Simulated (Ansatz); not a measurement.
# Run report: Ca$_{8}$F$_{15}$ (charge +1), field-gradient calculation (part 2 of 2)

Continued. System: Ca$_{8}$F$_{15}$ (defect cell, 23 atoms in the cell, total charge +1). Method: DFT, PBE, plane-wave PAW, default files, scalar-relativistic, no spin polarisation (Ansatz 0.2.0); cutoff 420 eV, 3×3×3 k-mesh, Fermi–Dirac smearing of 0.01 eV. The structure derives from a Materials Project entry. It belongs to a series of runs on one base structure; here: F vacancy, charge +1, host positions.

Geometry of the input (Å; fractional positions):
```
0.0000  5.5161  5.5161
5.5161  0.0000  5.5161
5.5161  5.5161  0.0000
Ca 0.0000  0.0000  0.0000
Ca -0.0000  0.0000  0.5000
Ca -0.0000  0.5000  0.0000
Ca -0.0000  0.5000  0.5000
Ca 0.5000  -0.0000  0.0000
Ca 0.5000  0.0000  0.5000
Ca 0.5000  0.5000  0.0000
Ca 0.5000  0.5000  0.5000
F  0.3750  0.3750  0.8750
F  0.3750  0.8750  0.3750
F  0.3750  0.8750  0.8750
F  0.8750  0.3750  0.3750
F  0.8750  0.3750  0.8750
F  0.8750  0.8750  0.3750
F  0.8750  0.8750  0.8750
F  0.1250  0.1250  0.1250
F  0.1250  0.1250  0.6250
F  0.1250  0.6250  0.1250
F  0.1250  0.6250  0.6250
F  0.6250  0.1250  0.1250
F  0.6250  0.1250  0.6250
F  0.6250  0.6250  0.1250
F  0.6250  0.6250  0.6250
```

## Output, continued
```
  k-point 1: bands = ["-33.6990", "-33.6884", "-33.6856", "-33.6856", "-32.8942", "-32.8819", "-32.8788", "-32.8788", "-17.2156", "-17.2156", "-17.1152", "-17.1152", "-17.1084", "-17.0057", "-16.9409", "-16.7208", "-16.5924", "-16.5924", "-16.5277", "-16.5277", "-16.4246", "-16.2513", "-16.1359", "-14.7825", "-14.7825", "-14.7798", "-14.6602", "-14.5692", "-14.5692", "-14.4623", "-14.4623", "-14.4245", "-14.3750", "-14.3717", "-14.3717", "-13.9324", "-13.8858", "-13.8858", "-13.8457", "-13.8457", "-13.7655", "-13.6518", "-13.6430", "-13.6430", "-13.5352", "-13.5352", "-13.3767", "0.6504", "0.6783", "0.6783", "1.0745", "1.0946", "1.0946", "1.2019", "1.2019", "1.2069", "1.2738", "1.2738", "1.3409", "1.3409", "1.3454", "1.3698", "1.3698", "1.3737", "1.4148", "1.4493", "1.4493", "1.4987", "1.6451", "1.7259", "1.7259", "2.1018", "2.2808", "2.2808", "2.3090", "2.3610", "2.3610", "2.3750", "2.4894", "2.4894", "2.5298", "2.5339", "2.5384", "2.5384", "2.5839", "2.5839", "2.6116", "2.6687", "2.6687", "2.8874", "2.8916", "2.8916", "8.1587", "10.4706", "10.6072", "10.6072", "11.1843", "11.4339", "11.4339", "11.7362", "11.7797", "11.7797", "11.9144", "12.0258", "12.1404", "12.1404", "12.2510", "12.3080", "12.3080", "12.4083", "12.4083", "12.4447", "12.4447", "12.5809", "12.5809"]
  k-point 2: bands = ["-33.6977", "-33.6896", "-33.6857", "-33.6857", "-32.8927", "-32.8834", "-32.8787", "-32.8787", "-17.2078", "-17.1687", "-17.1026", "-17.1026", "-17.0992", "-17.0117", "-16.9456", "-16.7312", "-16.6444", "-16.5687", "-16.5687", "-16.5414", "-16.4418", "-16.2795", "-16.1292", "-14.7795", "-14.7790", "-14.7790", "-14.6060", "-14.6060", "-14.5411", "-14.4703", "-14.4703", "-14.4270", "-14.4162", "-14.3295", "-14.3126", "-13.8982", "-13.8982", "-13.8525", "-13.8525", "-13.8230", "-13.7268", "-13.6761", "-13.6761", "-13.6235", "-13.5804", "-13.5615", "-13.4196", "0.6653", "0.6653", "0.8780", "1.0406", "1.0406", "1.1090", "1.1090", "1.1278", "1.1278", "1.1595", "1.1773", "1.3336", "1.3336", "1.3460", "1.4336", "1.4660", "1.4821", "1.5255", "1.5255", "1.5773", "1.5928", "1.7501", "1.9372", "1.9372", "2.0278", "2.0533", "2.0721", "2.0808", "2.1121", "2.1121", "2.1647", "2.3071", "2.4931", "2.4960", "2.4960", "2.5395", "2.6542", "2.6542", "2.6842", "2.6842", "2.7938", "2.7938", "2.8664", "3.0067", "3.0067", "8.1960", "10.5266", "10.5914", "10.5914", "11.2646", "11.5230", "11.5230", "11.5745", "11.7759", "11.8241", "11.9161", "12.0674", "12.0825", "12.1137", "12.1137", "12.3510", "12.4262", "12.4262", "12.4527", "12.4591", "12.4929", "12.5255", "12.5255"]
  k-point 3: bands = ["-33.6957", "-33.6916", "-33.6857", "-33.6856", "-32.8904", "-32.8858", "-32.8788", "-32.8787", "-17.1451", "-17.1317", "-17.1208", "-17.0928", "-17.0912", "-17.0350", "-16.9433", "-16.7083", "-16.6893", "-16.6687", "-16.5785", "-16.5540", "-16.3626", "-16.2882", "-16.1904", "-14.7848", "-14.7771", "-14.7672", "-14.6033", "-14.5714", "-14.5495", "-14.4730", "-14.4484", "-14.3980", "-14.3855", "-14.3442", "-14.3275", "-13.8974", "-13.8573", "-13.8491", "-13.8072", "-13.7786", "-13.7592", "-13.6745", "-13.6596", "-13.6261", "-13.6220", "-13.6030", "-13.4860", "0.8116", "0.9174", "0.9747", "1.0028", "1.0104", "1.0392", "1.0421", "1.0859", "1.1145", "1.1737", "1.2058", "1.2263", "1.2973", "1.3293", "1.3323", "1.3792", "1.4460", "1.4648", "1.5145", "1.5181", "1.6803", "1.7043", "1.7317", "1.8499", "2.0117", "2.0886", "2.1050", "2.1217", "2.2465", "2.3257", "2.3558", "2.4373", "2.4664", "2.5146", "2.5598", "2.5599", "2.6099", "2.6175", "2.6442", "2.6499", "2.7281", "2.7737", "2.8732", "2.8807", "2.9826", "8.2535", "10.5391", "10.5929", "10.6357", "11.3626", "11.3800", "11.4499", "11.6215", "11.8235", "11.8405", "11.9625", "12.0500", "12.1168", "12.2113", "12.2521", "12.3566", "12.3677", "12.3834", "12.4579", "12.4864", "12.5334", "12.5638", "12.5964"]
--- Löwdin populations: 23 sites ---
  site symbol       q [e]
     0     Ca      8.2542
     1     Ca      8.2542
     2     Ca      8.2542
     3     Ca      8.2484
     4     Ca      8.2542
     5     Ca      8.2484
     6     Ca      8.2484
     7     Ca      8.2484
     8      F      7.7641
     9      F      7.7641
    10      F      7.7641
    11      F      7.7641
    12      F      7.7641
    13      F      7.7641
    14      F      7.7641
    15      F      7.7642
    16      F      7.7593
    17      F      7.7593
    18      F      7.7593
    19      F      7.7593
    20      F      7.7593
    21      F      7.7593
    22      F      7.7474
  spilling = 0.008552 (of n_electrons = 184.000000)
```

## File populations.tsv
```
# site	symbol	l	j	q
# orbitals = lowdin
# n_electrons = 184.000000
# spilling = 0.008552
0	Ca	0_3S	-	1.990147
0	Ca	0_4S	-	0.271743
0	Ca	1_3P	-	5.992279
1	Ca	0_3S	-	1.990147
1	Ca	0_4S	-	0.271743
1	Ca	1_3P	-	5.992279
2	Ca	0_3S	-	1.990147
2	Ca	0_4S	-	0.271743
2	Ca	1_3P	-	5.992279
3	Ca	0_3S	-	1.990557
3	Ca	0_4S	-	0.266341
3	Ca	1_3P	-	5.991478
4	Ca	0_3S	-	1.990147
4	Ca	0_4S	-	0.271743
4	Ca	1_3P	-	5.992279
5	Ca	0_3S	-	1.990557
5	Ca	0_4S	-	0.266341
5	Ca	1_3P	-	5.991478
6	Ca	0_3S	-	1.990557
6	Ca	0_4S	-	0.266341
6	Ca	1_3P	-	5.991478
7	Ca	0_3S	-	1.990557
7	Ca	0_4S	-	0.266341
7	Ca	1_3P	-	5.991478
8	F	0_2S	-	1.936045
8	F	1_2P	-	5.828028
9	F	0_2S	-	1.936045
9	F	1_2P	-	5.828028
10	F	0_2S	-	1.936045
10	F	1_2P	-	5.828028
11	F	0_2S	-	1.936045
11	F	1_2P	-	5.828028
12	F	0_2S	-	1.936045
12	F	1_2P	-	5.828028
13	F	0_2S	-	1.936045
13	F	1_2P	-	5.828028
14	F	0_2S	-	1.935389
14	F	1_2P	-	5.828744
15	F	0_2S	-	1.935718
15	F	1_2P	-	5.828478
16	F	0_2S	-	1.936129
16	F	1_2P	-	5.823198
17	F	0_2S	-	1.936129
17	F	1_2P	-	5.823198
18	F	0_2S	-	1.936129
18	F	1_2P	-	5.823198
19	F	0_2S	-	1.936129
19	F	1_2P	-	5.823198
20	F	0_2S	-	1.936129
20	F	1_2P	-	5.823198
21	F	0_2S	-	1.936129
21	F	1_2P	-	5.823198
22	F	0_2S	-	1.935964
22	F	1_2P	-	5.811478
```

## File v_z.tsv
```
# z_ang	v_es[eV]	v_tot[eV]
# format = ansatz-planar-average/11
# xc	pbe
# density_cutoff_ev	1680
# datasets	Ca=:simpson_from_first_knot:soft	F=:simpson_from_first_knot:soft
# lattice	0.000000000	5.516051936	5.516051936
# lattice	5.516051936	0.000000000	5.516051936
# lattice	5.516051936	5.516051936	0.000000000
# sites	23
# site	20	0.000000000	0.000000000	0.000000000
# site	20	2.758025968	2.758025968	0.000000000
# site	20	2.758025968	0.000000000	2.758025968
# site	20	5.516051936	2.758025968	2.758025968
# site	20	0.000000000	2.758025968	2.758025968
# site	20	2.758025968	5.516051936	2.758025968
# site	20	2.758025968	2.758025968	5.516051936
# site	20	5.516051936	5.516051936	5.516051936
# site	9	6.895064920	6.895064920	4.137038952
# site	9	6.895064920	4.137038952	6.895064920
# site	9	9.653090889	6.895064920	6.895064920
# site	9	4.137038952	6.895064920	6.895064920
# site	9	6.895064920	9.653090889	6.895064920
# site	9	6.895064920	6.895064920	9.653090889
# site	9	9.653090889	9.653090889	9.653090889
# site	9	1.379012984	1.379012984	1.379012984
# site	9	4.137038952	4.137038952	1.379012984
# site	9	4.137038952	1.379012984	4.137038952
# site	9	6.895064921	4.137038952	4.137038952
# site	9	1.379012984	4.137038952	4.137038952
# site	9	4.137038952	6.895064921	4.137038952
# site	9	4.137038952	4.137038952	6.895064921
# site	9	6.895064921	6.895064921	6.895064921
0.000000	-9.059405e-1	-1.217567e1
0.144461	-9.078007e-1	-1.217323e1
0.288921	-9.542602e-1	-1.218305e1
0.433382	-8.369985e-1	-1.194427e1
0.577843	-3.870646e-1	-1.125536e1
0.722303	3.374320e-1	-1.016811e1
0.866764	1.294994e0	-8.727373e0
1.011225	2.370608e0	-7.097239e0
1.155685	3.510660e0	-5.323716e0
1.300146	4.743310e0	-3.443717e0
1.444607	6.070735e0	-1.623282e0
1.589067	7.397317e0	1.262204e-1
1.733528	8.561258e0	1.692423e0
1.877989	9.164014e0	2.523725e0
2.022449	9.136711e0	2.626686e0
2.166910	8.582864e0	2.116654e0
2.311371	7.571472e0	9.716057e-1
2.455831	6.404373e0	-3.738687e-1
2.600292	5.207171e0	-1.900742e0
2.744752	4.045742e0	-3.686625e0
2.889213	2.902987e0	-5.496409e0
3.033674	1.760057e0	-7.238992e0
3.178134	6.681236e-1	-8.902583e0
3.322595	-2.555853e-1	-1.030025e1
3.467056	-9.434617e-1	-1.136117e1
3.611516	-1.308480e0	-1.199569e1
3.755977	-1.452647e0	-1.231098e1
3.900438	-1.500632e0	-1.248006e1
4.044898	-1.452181e0	-1.251088e1
4.189359	-1.445172e0	-1.253108e1
4.333820	-1.261462e0	-1.226805e1
4.478280	-7.386082e-1	-1.153530e1
4.622741	6.756532e-2	-1.038447e1
4.767202	1.113712e0	-8.859468e0
4.911662	2.284651e0	-7.145101e0
5.056123	3.522683e0	-5.267301e0
5.200584	4.853696e0	-3.289038e0
5.345044	6.277517e0	-1.430358e0
5.489505	7.697088e0	3.464109e-1
5.633966	8.946054e0	1.919571e0
5.778426	9.624456e0	2.706411e0
5.922887	9.652297e0	2.738456e0
6.067348	9.029751e0	2.009192e0
6.211808	7.835076e0	4.998354e-1
6.356269	6.469212e0	-1.215956e0
6.500730	5.097709e0	-3.038933e0
6.645190	3.819375e0	-4.976212e0
6.789651	2.632713e0	-6.807353e0
6.934112	1.512052e0	-8.480978e0
7.078572	5.121764e-1	-9.974577e0
7.223033	-2.504132e-1	-1.110548e1
7.367493	-7.354786e-1	-1.183263e1
7.511954	-8.863251e-1	-1.211221e1
7.656415	-8.736222e-1	-1.213632e1
```

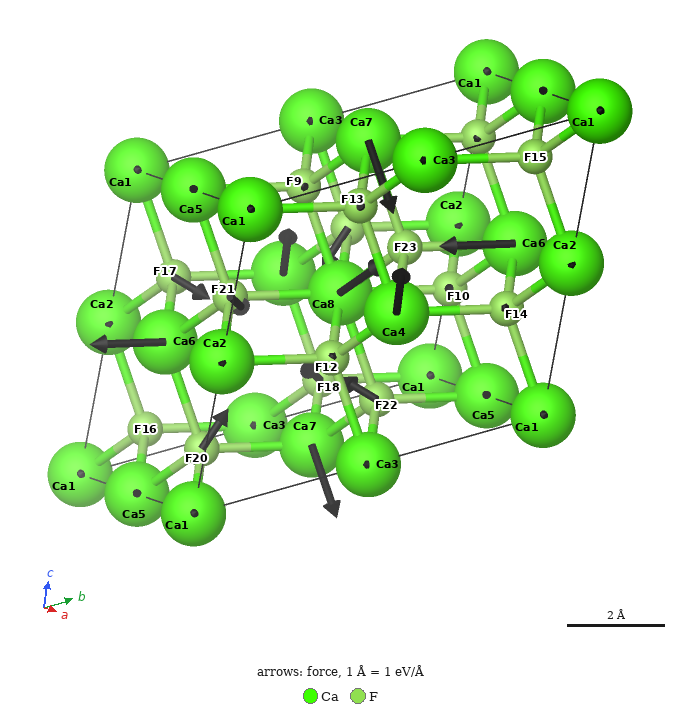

Figure 1. Forces on the atoms as black arrows (ball-and-stick view of the cell of the calculation, seen slightly off an axis; atoms are numbered from 1 in the order of the input). The largest act on Ca4, Ca6, Ca7, Ca8 (1.65 eV/Å); F17, F18, F19, F20, F21, F22 (1.00 eV/Å). The geometry is not a stationary point of this energy.

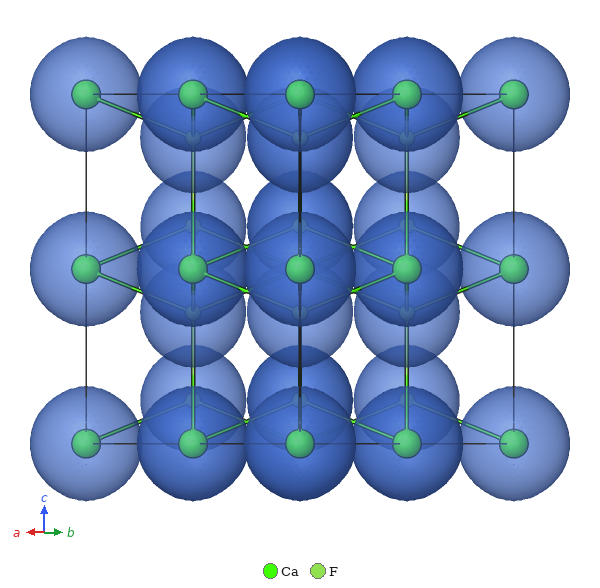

Figure 2. Isosurface of the valence charge density (pseudo) at 0.3 e/Å³ (blue), seen along [110]. Sticks mark near contacts. The outline is the calculation cell. At this value the density breaks into separate islands; it holds about 85 % of the electrons treated as valence (semicore included). It is pinched off along the Ca–F (2.39 Å) contacts. On the grid the lowest density along these lines, outside the cores, is 0.21 e/Å³ (Ca–F, 2.39 Å). Core electrons are frozen (PAW), so the fields are smoothed inside the atomic spheres.

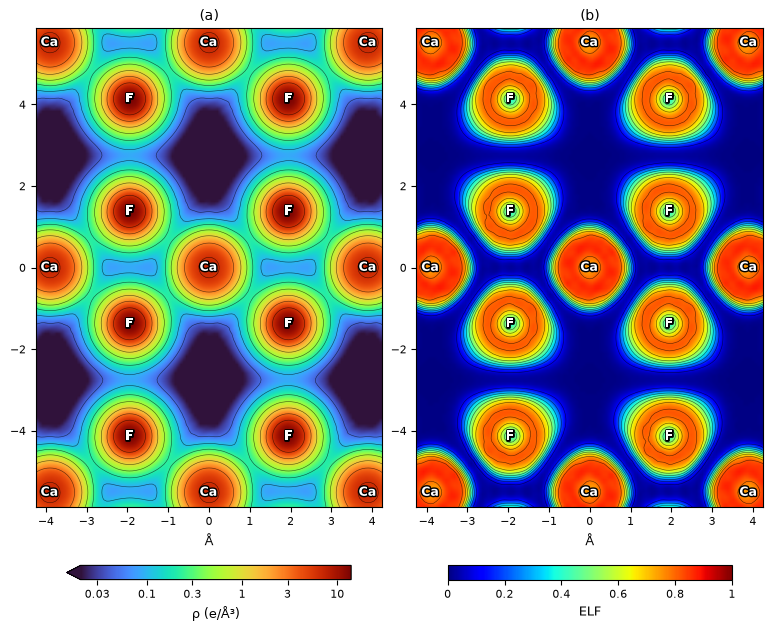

Figure 3. (a) valence charge density (pseudo); (b) ELF on the (011̄) plane of the calculation cell. The section cuts through Ca and F sites. Ca–F (2.39 Å): ρ is about 0.21 e/Å³ halfway; the ELF is about 0.05 at the midpoint (a closed-shell, largely ionic contact). Away from the nuclei the density in this plane falls to 0.005 e/Å³ at its lowest. The strong features right at Ca lie inside the PAW spheres (semicore, d or f shells) and say nothing about bonding.

## Summary

- outcome: converged
- electrons treated: 184
- free energy: −26714.2300 eV
- Fermi energy: 5.507 eV
- gap on the k-point mesh: 4.94 eV
- pressure: 1.19 GPa
- field gradient V_zz (10²¹ V/m²): Ca −0.31, Ca −0.31, Ca −0.31, Ca 4.12, Ca −0.31, Ca 4.12, Ca 4.12, Ca 4.12 (the first 8 of 23 sites)
- largest force (length of the vector): 1.649 eV/Å
- hardware: 1 thread of an x86-64 CPU, shared host
- wall time: 9.3 s
- peak memory: 0.65 GiB
